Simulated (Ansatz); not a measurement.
# PbS: what the fields show

The calculation's input:

```
crystal:
  lattice:
    - [4.06993, 0.0, 0.0]
    - [0.0, 5.68982, 5.5736]
    - [0.0, -5.68982, 5.5736]
  atoms:
    - { symbol: Pb, position: [0.0, 0.66311, 0.33915] }
    - { symbol: Pb, position: [0.0, 0.33914999999999995, 0.66311] }
    - { symbol: Pb, position: [0.5, 0.13739, 0.13739] }
    - { symbol: Pb, position: [0.0, 0.82373, 0.82373] }
    - { symbol: S, position: [0.5, 0.77482, 0.11785000000000004] }
    - { symbol: S, position: [0.5, 0.11785000000000004, 0.77482] }
    - { symbol: S, position: [0.0, 0.3109, 0.3109] }
    - { symbol: S, position: [0.5, 0.63725, 0.63725] }
kpoints:
  mp_grid:
    grid: [6, 4, 4]
    shift: [0.0, 0.0, 0.0]
  band_path:
    path:
      - [0.0, 0.0, 0.0]
      - [0.0, 0.5, 0.0]
      - [0.5, 0.5, 0.0]
      - [0.5, 0.0, 0.0]
      - [0.5, 0.5, -0.5]
    npoints: 10
hamiltonian:
  xc: pbesol
  pseudopotentials:
    kind: paw
scf:
  n_extra_bands: 8
  occupations:
    method: fixed
output:
  write_density: true
  write_potential: true
  volumetric_format: npy
  elf: true
```

Command:

```sh
python pbs.py
```

Below, planes, directions and counts refer to the conventional cell (a = 4.07 Å, b = 11.38 Å, c = 11.15 Å, α = 90.00°, β = 90.00°, γ = 90.00°).

Space group Amm2; a structure from a database of computed crystals, not necessarily the ambient phase.

The calculation used DFT PBEsol, plane waves, PAW in Ansatz.

The density is the valence pseudo-density of a PAW calculation; it isn't the true density close to the nuclei.

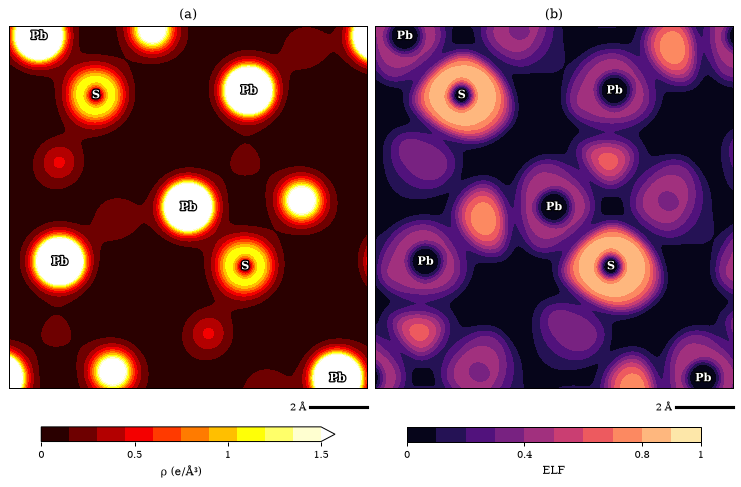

Figure 1. (a) valence pseudo-density; (b) ELF on the (111) plane of the conventional cell.

> What does the map show?

- The plane passes through Pb and S nuclei.
- Atoms just off the plane (Pb, 0.7 Å away) can leave unmarked features too.
- Pb–S (2.89 Å): ρ at the midpoint is about 0.26 e/Å³; the ELF peaks at about 0.85 in the valence shell of S, 0.9 Å from its nucleus, and drops to about 0.25 between the two atoms.
- Between the atoms the lowest density in this plane is 0.004 e/Å³.

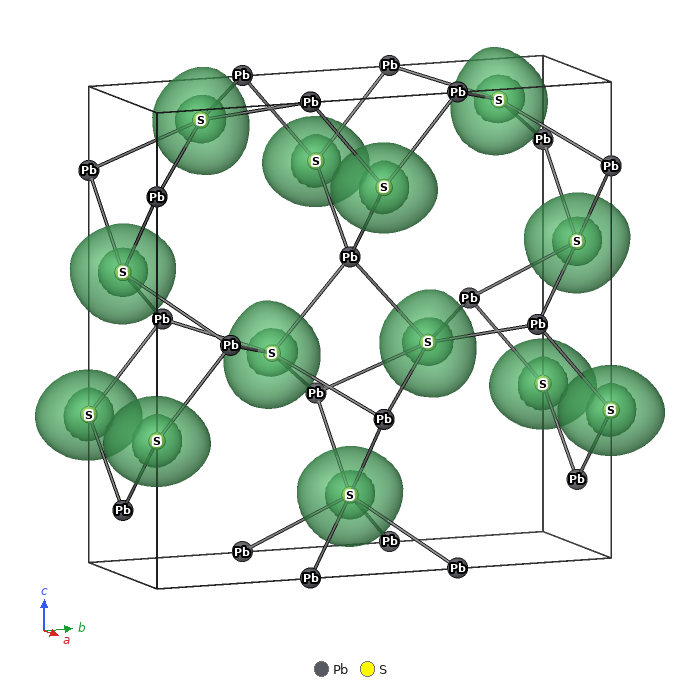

Figure 2. Isosurface of the electron localisation function at 0.75 (green), seen slightly off an axis. Core shells and regions of very low density are left out. Sticks mark near contacts.

> Describe the localisation domains.

The ELF exceeds this value in eight regions wrapped around S (the valence shell of each), counted in one cell of 16 atoms. Any copies at cell faces, edges or corners count once. Along the contacts the grid gives the following. Pb–S (2.81 Å): the ELF peaks at about 0.85 in the valence shell of S, 0.8 Å from its nucleus, and drops to about 0.25 between the two atoms.

> Does the calculation make it a metal, or give it a gap?

It is gapped, with a Kohn–Sham gap of 0.46 eV on the k-point mesh, an upper bound to the gap of this method.
